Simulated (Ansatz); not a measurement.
Cell and atoms:

```cif
data_structure
_symmetry_space_group_name_H-M 'P 1'
_symmetry_Int_Tables_number 1
_cell_length_a 2.8390
_cell_length_b 2.8390
_cell_length_c 2.8390
_cell_angle_alpha 90.000
_cell_angle_beta 90.000
_cell_angle_gamma 90.000
_cell_volume 22.88
loop_
_atom_site_label
_atom_site_type_symbol
_atom_site_fract_x
_atom_site_fract_y
_atom_site_fract_z
_atom_site_occupancy
Fe1 Fe 0.00000 0.00000 0.00000 1
Co1 Co 0.50000 0.50000 0.50000 1
```

Question: Characterise the structure given above.

Answer: It has the composition FeCo. The structure has Pm-3m (No. 221) symmetry and a primitive cubic lattice. The prototype is caesium chloride (CsCl, B2) type. One cell contains 1 Fe, 1 Co, 2 atoms in all. Fe is surrounded by eight Co in a cubic arrangement at 2.46 Å. Around each Co lie eight Fe in a cubic arrangement at 2.46 Å. Not all metal-metal contacts are counted. The bonds build a three-dimensional framework.

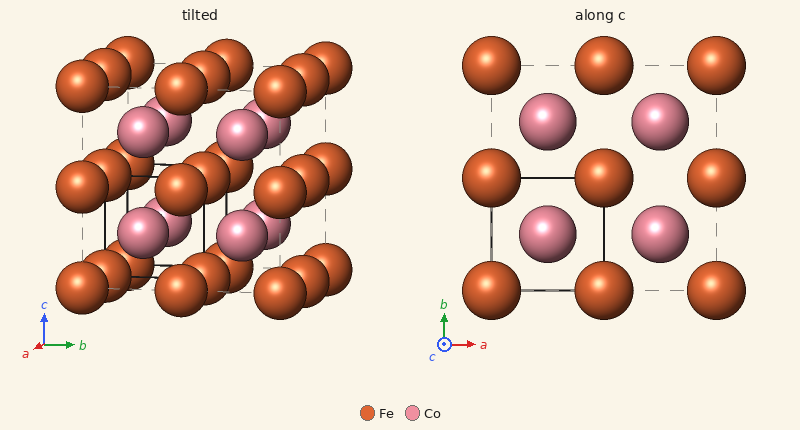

An orthographic spheres-only view of the structure, slightly off an axis and along the c axis. The conventional unit cell (solid box) is repeated to 2×2×2 cells.

It goes back to a structure listed in the Materials Project. Earlier steps of the study may have refined or changed the cell and positions. Ansatz was used for an electronic-structure calculation on it.

At this level of theory the cell isn't at rest (stretched, at -7 GPa), so its distances can differ from those at equilibrium, the more so the softer the solid.
